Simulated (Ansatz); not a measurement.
**Al2GaN3: density, localisation and related maps**

The calculation's input:

```
crystal:
  lattice:
    - [4.4963332525, -2.0877997885, -0.6223704824]
    - [4.4847621558, 2.0589806338, -0.6124957289]
    - [-0.4666522199, 0.0083100855, 2.894067114]
  atoms:
    - { symbol: Al, position: [0.6698868789, 0.6817953476, 0.6705337907] }
    - { symbol: Al, position: [0.3310139297, 0.3273491149, 0.3322488974] }
    - { symbol: Ga, position: [0.0008146908, -0.0035850733, -0.0030112671] }
    - { symbol: "N", position: [0.8270282082, 0.8307138674, 0.3317922813] }
    - { symbol: "N", position: [0.497730405, 0.499896839, 0.0024600589] }
    - { symbol: "N", position: [0.1764521501, 0.1685054225, 0.6849376678] }
kpoints:
  mp_grid: { grid: [6, 6, 6] }
hamiltonian:
  xc: pbesol
scf:
  occupations: { method: fermi_dirac, width: 0.05 }
relax:
  f_tol: 0.01
  cell: {}
  max_steps: 120
output:
  write_density: true
  write_potential: true
  elf: true
  volumetric_format: npy
```

Command:

```sh
ansatz run input.yaml --threads 2 --pin off --max-ram 2211MiB --backend cpu --events-out ev --progress --plain --runs-dir out
```

Below, planes, directions and counts refer to the conventional cell (a = 2.90 Å, b = 4.11 Å, c = 8.72 Å, α = 90.00°, β = 90.00°, γ = 90.00°).

The fields are those of the run's last geometry, not of the input's.

Space group Immm; a structure from a database of computed crystals, not necessarily the ambient phase; started from the Li2HfO3-12 prototype, which need not be the ambient phase; changed on purpose from its base cell (shaken).

All numbers below come from DFT, PBEsol, plane waves, PAW (Ansatz 0.2.0).

In a PAW calculation such maps are meaningful between the atoms, not at the nuclei.

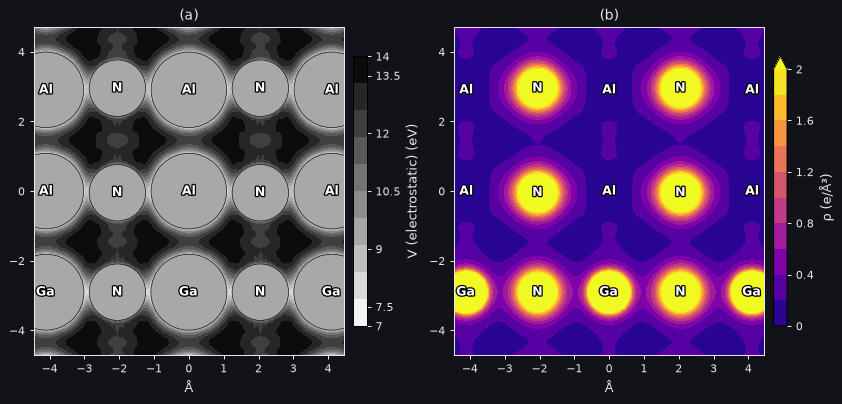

Figure 1. (a) electrostatic potential (local pseudopotential plus Hartree) felt by an electron; (b) valence pseudo-density on the (100) plane of the conventional cell. Grey discs cover the atomic cores in the potential map.

Read the bonding off the picture.

Answer. Atoms in the plane: Al, Ga and N. Ga–N (2.05 Å): ρ is about 0.58 e/Å³ halfway. Between the atoms the lowest density in this plane is 0.11 e/Å³. Outside the cores the potential energy rises away from the atoms and is highest about 1.3 Å from the nearest atoms; its zero is arbitrary.

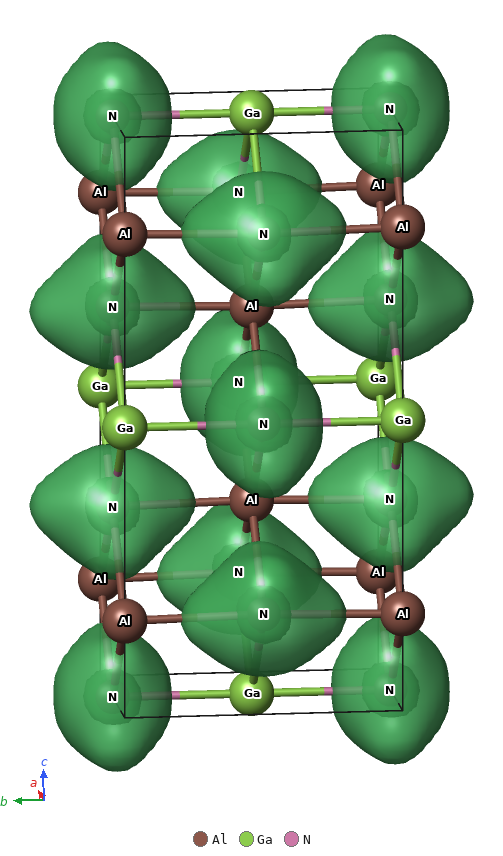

Figure 2. Isosurface of the electron localisation function at 0.65 (green), seen at an oblique angle. Only the valence region is drawn (cores and ρ < 0.01 e/Å³ removed). Sticks mark near contacts.

Identify the bonds, lone pairs and shells in this picture.

Answer. The surface consists of six regions on N in which the atom's valence shell and bonds are merged, counted in one cell of 12 atoms. Regions shared between cells count once.


Al–N (2.02 Å): the ELF peaks at about 0.85 in the valence shell of N, 0.8 Å from its nucleus, and is about 0.80 at the midpoint. Ga–N (2.05 Å): the ELF peaks at about 0.80 in the valence shell of N, 0.7 Å from its nucleus, and is about 0.35 at the midpoint.

Does the calculation give a band gap?

Answer. It is gapped, with a Kohn–Sham gap of 2.6 eV on the k-point mesh (the band edges may lie off the mesh, which would make the gap smaller).
